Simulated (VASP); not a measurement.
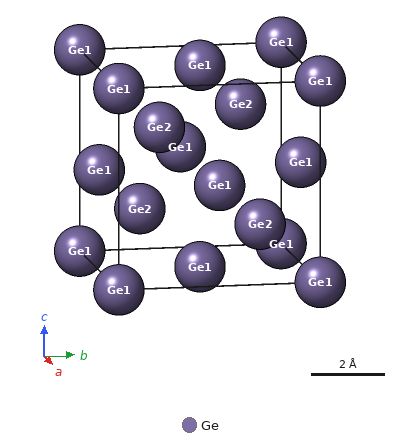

*The input geometry (spheres-only view of the cell 4 times as large as that of the calculation, set on its symmetry axes, seen slightly off an axis; atoms are numbered from 1 in the order of the input).*

# Geometry relaxation of Ge (part 1 of 2)

The run: geometry relaxation of Ge (Fd-3m, 2 atoms in the cell). Method and program: Kohn-Sham DFT of a periodic cell, r2SCAN, VASP PAW PBE potentials, recommended, no spin polarisation (VASP 6.6.1).

The structure derives from an entry of the Crystallography Open Database.

## OSZICAR
```
N       E                     dE             d eps       ncg     rms          rms(c)
DAV:   1     0.151639160792E+03    0.15164E+03   -0.16901E+04  1732   0.468E+03
DAV:   2    -0.777258185306E+01   -0.15941E+03   -0.15663E+03  1700   0.582E+02
DAV:   3    -0.297065105523E+02   -0.21934E+02   -0.21690E+02  1812   0.157E+02
DAV:   4    -0.304216209685E+02   -0.71511E+00   -0.71282E+00  1948   0.326E+01
DAV:   5    -0.304345325017E+02   -0.12912E-01   -0.12907E-01  1900   0.443E+00    0.336E+00
DAV:   6    -0.277480606205E+02    0.26865E+01   -0.38438E-01  2046   0.123E+01    0.196E+00
DAV:   7    -0.280107192064E+02   -0.26266E+00   -0.39541E-01  2146   0.968E+00    0.347E-01
DAV:   8    -0.277472977077E+02    0.26342E+00   -0.13058E-01  1914   0.559E+00    0.126E-01
DAV:   9    -0.277418321905E+02    0.54655E-02   -0.88087E-03  1708   0.105E+00    0.103E-01
DAV:  10    -0.276371112300E+02    0.10472E+00   -0.72223E-02  1706   0.300E+00    0.124E-01
DAV:  11    -0.277427016427E+02   -0.10559E+00   -0.59289E-02  1692   0.187E+00    0.276E-02
DAV:  12    -0.277427273272E+02   -0.25685E-04   -0.62880E-04  1826   0.254E-01    0.203E-02
DAV:  13    -0.277427272207E+02    0.10648E-06   -0.15109E-04  1850   0.133E-01    0.766E-03
DAV:  14    -0.277428496297E+02   -0.12241E-03   -0.43600E-05  1730   0.972E-02    0.398E-03
DAV:  15    -0.277428749981E+02   -0.25368E-04   -0.13241E-05  1712   0.514E-02    0.194E-03
DAV:  16    -0.277428728715E+02    0.21266E-05   -0.20899E-06  1352   0.171E-02    0.155E-03
DAV:  17    -0.277428729891E+02   -0.11756E-06   -0.81690E-08   898   0.410E-03
   1 F= -.27742873E+02 E0= -.27742873E+02  d E =-.277429E+02
       N       E                     dE             d eps       ncg     rms          rms(c)
DAV:   1    -0.278138764259E+02   -0.71004E-01   -0.10113E+00  2236   0.221E+01    0.156E+00
DAV:   2    -0.277621437919E+02    0.51733E-01   -0.66767E-02  2194   0.547E+00    0.797E-01
DAV:   3    -0.277440526561E+02    0.18091E-01   -0.30118E-02  2220   0.334E+00    0.178E-01
DAV:   4    -0.277426733785E+02    0.13793E-02   -0.28124E-03  2152   0.107E+00    0.661E-02
DAV:   5    -0.277427342576E+02   -0.60879E-04   -0.93477E-04  1916   0.380E-01    0.204E-02
DAV:   6    -0.277428633226E+02   -0.12907E-03   -0.10184E-03  1844   0.384E-01    0.142E-02
DAV:   7    -0.277436428573E+02   -0.77953E-03   -0.30129E-04  1692   0.189E-01    0.554E-03
DAV:   8    -0.277436522489E+02   -0.93916E-05   -0.31495E-06  1564   0.299E-02    0.851E-04
DAV:   9    -0.277436524331E+02   -0.18416E-06   -0.46973E-07  1080   0.932E-03
   2 F= -.27743652E+02 E0= -.27743652E+02  d E =-.779444E-03
       N       E                     dE             d eps       ncg     rms          rms(c)
DAV:   1    -0.277522774562E+02   -0.86252E-02   -0.11756E-01  2236   0.732E+00    0.543E-01
DAV:   2    -0.277461288431E+02    0.61486E-02   -0.81171E-03  2194   0.194E+00    0.275E-01
DAV:   3    -0.277440201158E+02    0.21087E-02   -0.34420E-03  2234   0.114E+00    0.640E-02
DAV:   4    -0.277438364329E+02    0.18368E-03   -0.33476E-04  2154   0.367E-01    0.222E-02
DAV:   5    -0.277438135079E+02    0.22925E-04   -0.10904E-04  1900   0.129E-01    0.697E-03
DAV:   6    -0.277438569283E+02   -0.43420E-04   -0.11320E-04  1964   0.128E-01    0.446E-03
DAV:   7    -0.277439271669E+02   -0.70239E-04   -0.32486E-05  1692   0.645E-02    0.145E-03
DAV:   8    -0.277439279161E+02   -0.74913E-06   -0.61538E-07  1322   0.983E-03
   3 F= -.27743928E+02 E0= -.27743928E+02  d E =-.105493E-02
```

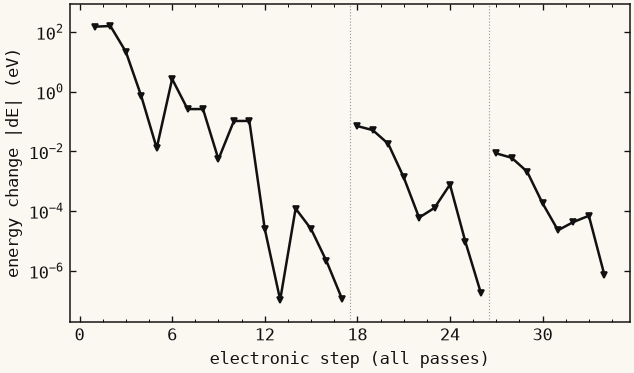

*Convergence of the self-consistent field: energy change |dE| against the electronic step. Each stretch between dotted lines is the SCF of one geometry step of a relaxation.*

The 3 ionic steps take 8 to 17 electronic steps each. The density is held fixed in the first few steps, and dE rises again when its update begins.

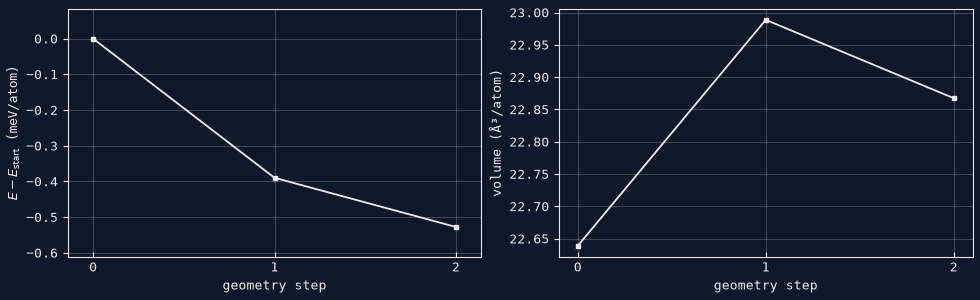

*Progress of the relaxation, step by step (steps are counted from 0).*

No atom moves by more than 0.005 Å relative to the cell. The volume changes by +1.0 %, with a = b = c 5.658 → 5.677 Å (+0.3 %). Among the contacts that change: Ge1–Ge2 2.450 → 2.458 Å. The space group stays Fd-3m (No. 227). The energy falls by 0.5 meV per atom in 2 geometry steps. All forces vanish by symmetry, so only the cell relaxes. (Atoms are counted from 1 in the order of the input.)

## Parts of OUTCAR
```
SYSTEM = Ge
   EDIFF = 1E-6
   EDIFFG = -0.01
   ENCUT = 600
   IBRION = 2
   ISIF = 3
   ISMEAR = 0
   LASPH = .True.
   LREAL = .False.
   METAGGA = R2SCAN
   NELM = 80
   NSW = 90
   PREC = Accurate

 ion  position               nearest neighbor table
   1  0.000  0.000  0.000-   2 2.45   2 2.45   2 2.45   2 2.45
   2  0.250  0.250  0.250-   1 2.45   1 2.45   1 2.45   1 2.45

  LATTYP: Found a face centered cubic cell.
 ALAT       =     5.6578200000

  Lattice vectors:

 A1 = (   0.0000000000,   2.8289100000,   2.8289100000)
 A2 = (   2.8289100000,   0.0000000000,   2.8289100000)
 A3 = (   2.8289100000,   2.8289100000,   0.0000000000)

Analysis of symmetry for initial positions (statically):
=====================================================================
 Subroutine PRICEL returns:
 Original cell was already a primitive cell.

 Routine SETGRP: Setting up the symmetry group for a
 face centered cubic supercell.

 Subroutine GETGRP returns: Found 48 space group operations
 (whereof 24 operations were pure point group operations)
 out of a pool of 48 trial point group operations.

The static configuration has the point symmetry T_d .
 The point group associated with its full space group is O_h .

Analysis of symmetry for dynamics (positions and initial velocities):
=====================================================================
 Subroutine PRICEL returns:
 Original cell was already a primitive cell.

 Routine SETGRP: Setting up the symmetry group for a
 face centered cubic supercell.

 Subroutine GETGRP returns: Found 48 space group operations
 (whereof 24 operations were pure point group operations)
 out of a pool of 48 trial point group operations.

The dynamic configuration has the point symmetry T_d .
 The point group associated with its full space group is O_h .

 Subroutine INISYM returns: Found 48 space group operations
 (whereof 24 operations are pure point group operations),
 and found     1 'primitive' translations

----------------------------------------------------------------------------------------

                                     Primitive cell

  volume of cell :      45.2780

  direct lattice vectors                    reciprocal lattice vectors
     0.000000000  2.828910000  2.828910000    -0.176746521  0.176746521  0.176746521
     2.828910000  0.000000000  2.828910000     0.176746521 -0.176746521  0.176746521
     2.828910000  2.828910000  0.000000000     0.176746521  0.176746521 -0.176746521

  length of vectors
     4.000682889  4.000682889  4.000682889     0.306133954  0.306133954  0.306133954

  position of ions in fractional coordinates (direct lattice)
     0.000000000  0.000000000  0.000000000
     0.250000000  0.250000000  0.250000000

  ion indices of the primitive-cell ions
   primitive index   ion index
                 1           1
                 2           2

----------------------------------------------------------------------------------------

 KPOINTS: k-points

Automatic generation of k-mesh.
 Grid dimensions read from file:
 generate k-points for:   10   10   10

 Generating k-lattice:

  Cartesian coordinates                     Fractional coordinates (reciprocal lattice)
    -0.017674652  0.017674652  0.017674652     0.100000000  0.000000000  0.000000000
     0.017674652 -0.017674652  0.017674652     0.000000000  0.100000000  0.000000000
     0.017674652  0.017674652 -0.017674652     0.000000000  0.000000000  0.100000000

  Length of vectors
     0.030613395  0.030613395  0.030613395

  Shift w.r.t. Gamma in fractional coordinates (k-lattice)
     0.000000000  0.000000000  0.000000000

 Subroutine IBZKPT returns following result:
 ===========================================

 Found     47 irreducible k-points:

 Following reciprocal coordinates:
            Coordinates               Weight
  0.000000  0.000000  0.000000      1.000000
  0.100000  0.000000  0.000000      8.000000
  0.200000  0.000000  0.000000      8.000000
  0.300000  0.000000  0.000000      8.000000
  0.400000  0.000000  0.000000      8.000000
  0.500000  0.000000  0.000000      4.000000
  0.100000  0.100000  0.000000      6.000000
  0.200000  0.100000  0.000000     24.000000
  0.300000  0.100000  0.000000     24.000000
  0.400000  0.100000  0.000000     24.000000
  0.500000  0.100000  0.000000     24.000000
 -0.400000  0.100000  0.000000     24.000000
 -0.300000  0.100000  0.000000     24.000000
 -0.200000  0.100000  0.000000     24.000000
 -0.100000  0.100000  0.000000     12.000000
  0.200000  0.200000  0.000000      6.000000
  0.300000  0.200000  0.000000     24.000000
  0.400000  0.200000  0.000000     24.000000
  0.500000  0.200000  0.000000     24.000000
 -0.400000  0.200000  0.000000     24.000000
 -0.300000  0.200000  0.000000     24.000000
 -0.200000  0.200000  0.000000     12.000000
  0.300000  0.300000  0.000000      6.000000
  0.400000  0.300000  0.000000     24.000000
 [... further k-points ...]
   k-points           NKPTS =     47   k-points in BZ     NKDIM =     47   number of bands    NBANDS=     18
   number of dos      NEDOS =    301   number of ions     NIONS =      2
   total plane-waves  NPLWV =  32768
   dimension x,y,z NGX =    32 NGY =   32 NGZ =   32
   dimension x,y,z NGXF=    64 NGYF=   64 NGZF=   64
   ions per type =               2
   NGX,Y,Z   is equivalent  to a cutoff of  13.30, 13.30, 13.30 a.u.
   NGXF,Y,Z  is equivalent  to a cutoff of  26.59, 26.59, 26.59 a.u.
 SYSTEM =  Ge
   PREC   = accura    normal or accurate (medium, high low for compatibility)
   ISTART =      0    job   : 0-new  1-cont  2-samecut
   ICHARG =      2    charge: 1-file 2-atom 10-const
   ISPIN  =      1    spin polarized calculation?
   LNONCOLLINEAR =      F non collinear calculations
   LSORBIT =      F    spin-orbit coupling
   LASPH  =      T    aspherical Exc in radial PAW
   ENCUT  =  600.0 eV  44.10 Ry    6.64 a.u.   7.99  7.99  7.99*2*pi/ulx,y,z
   NELM   =     80;   NELMIN=  2; NELMDL= -5     # of ELM steps
   EDIFF  = 0.1E-05   stopping-criterion for ELM
   LREAL  =      F    real-space projection
   EDIFFG = -.1E-01   stopping-criterion for IOM
   NSW    =     90    number of steps for IOM
   IBRION =      2    ionic relax: 0-MD 1-quasi-New 2-CG
   NFREE  =      1    steps in history (QN), initial steepest desc. (CG)
   ISIF   =      3    stress and relaxation
   ISYM   =      2    0-nonsym 1-usesym 2-fastsym
   POTIM  = 0.5000    time-step for ionic-motion
   TEBEG  =    0.0;   TEEND  =   0.0 temperature during run
   PSTRESS=    0.0 pullay stress
   NELECT =      28.0000    total number of electrons
   NUPDOWN=      -1.0000    fix difference up-down
   EMIN   =  10.00;   EMAX   =-10.00  energy-range for DOS
   EFERMI =   0.00;   METHOD = LEGACY
   ISMEAR =     0;   SIGMA  =   0.03  broadening in eV -4-tet -1-fermi 0-gaus
   EFERMI_NEDOS =   21; number of points for ismear=-14 and -15
   IALGO  =     38    algorithm
   IMIX   =      4    mixing-type and parameters
     AMIX     =   0.40;   BMIX     =  1.00
     AMIX_MAG =   1.60;   BMIX_MAG =  1.00
  volume/ion in A,a.u.               =      22.64       152.78
  Fermi-wavevector in a.u.,A,eV,Ry     =   1.394756  2.635708 26.468033  1.945346
  Thomas-Fermi vector in A             =   2.518275
   LORBIT       =      0    0 simple, 1 ext, 2 COOP (PROOUT), +10 PAW based schemes
   METAGGA = R2SCAN    functional components
   LHFCALC =     F    Hartree Fock is set to
   AEXX    =    0.0000 exact exchange contribution
   IVDW    =     0    specifies the selected vdW correction
   LEPSILON=     F    determine dielectric tensor
   LRPA    =     F    only Hartree local field effects (RPA)
 conjugate gradient relaxation of ions
 non-spin polarized calculation
 Gauss-broadening in eV      SIGMA  =   0.03
  energy-cutoff  :      600.00
  volume of cell :       45.28
 maximum number of plane-waves:      1524
   NGX = 15   NGY = 15   NGZ = 15

--------------------------------------- Ionic step        1  -------------------------------------------

 number of electron      28.0000013 magnetization

 Free energy of the ion-electron system (eV)
  ---------------------------------------------------
  ext. energy  EPLUGINS =         0.00000000
  ---------------------------------------------------
  free energy    TOTEN  =       -27.74287299 eV

  energy without entropy =      -27.74287299  energy(sigma->0) =      -27.74287299

------------------------ aborting loop because EDIFF is reached ----------------------------------------
```
